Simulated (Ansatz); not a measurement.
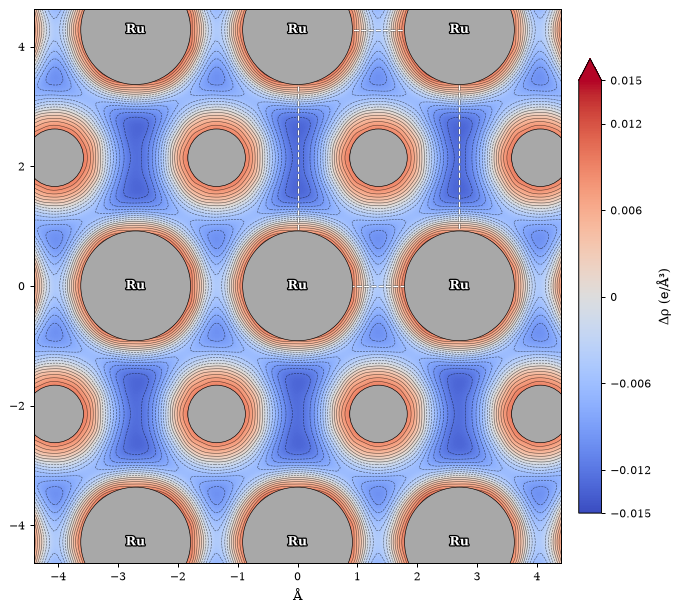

Ru. Difference of the valence pseudo-densities of two functionals at the same geometry, on the (010) plane of the calculation cell: BLYP less PBE.

Both computed with Ansatz (plane waves, PAW), on the same k-point mesh. Grey discs cover the atomic cores.

> What does the difference map show?

Against PBE, BLYP gives a change of −0.005 e/Å³ at the midpoint of Ru–Ru.
